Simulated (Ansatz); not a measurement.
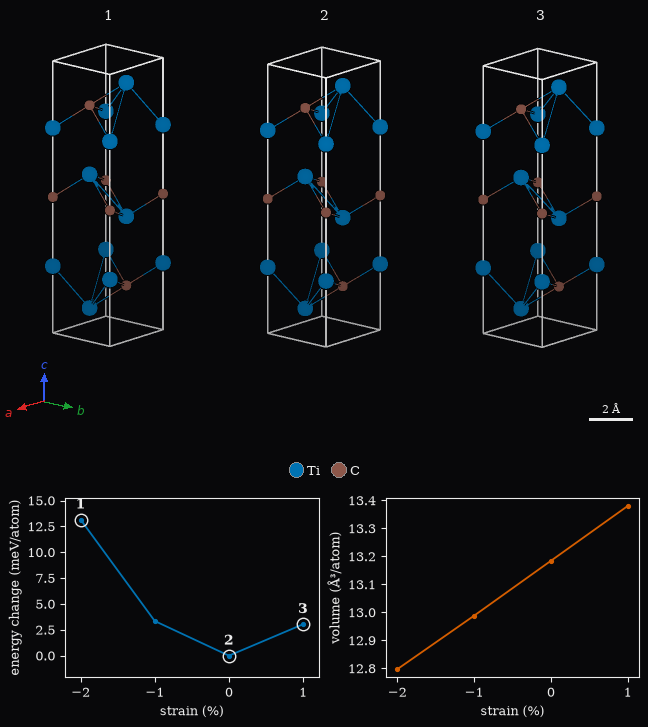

Members of a series of calculations on a crystal of Ti2C (set up in R-3m), marked on the first curve. The picture is a ball-and-stick view of the cell of the calculation, seen from a free direction.

All numbers below come from DFT r2SCAN, scalar-relativistic, plane waves, PAW in Ansatz. (plane-wave cutoff 500 eV; k-point mesh 12 × 12 × 4; occupations gaussian; smearing width 0.1 eV; no spin polarisation)

**Which kind of strain is it, and how does the structure respond?**

Biaxial strain in the a–b plane, c and atoms relaxed. 1 (strain −2.0 %): energy change 13.2 meV/atom, volume 12.80 Å³ per atom. 2 (strain 0.0 %): energy change 0.0 meV/atom, volume 13.18 Å³ per atom. 3 (strain 1.0 %): energy change 3.0 meV/atom, volume 13.38 Å³ per atom. The rest compares 1 with 3. The volume changes by +4.6 %, with a = b 3.016 → 3.109 Å (+3.1 %), c 14.616 → 14.388 Å (−1.6 %). Some distances before and after: C–Ti 2.091 → 2.119 Å, Ti–Ti 2.897 → 2.880 Å.

Limits of the set-up: layers or molecules are held without a dispersion correction, so their spacing is unreliable.
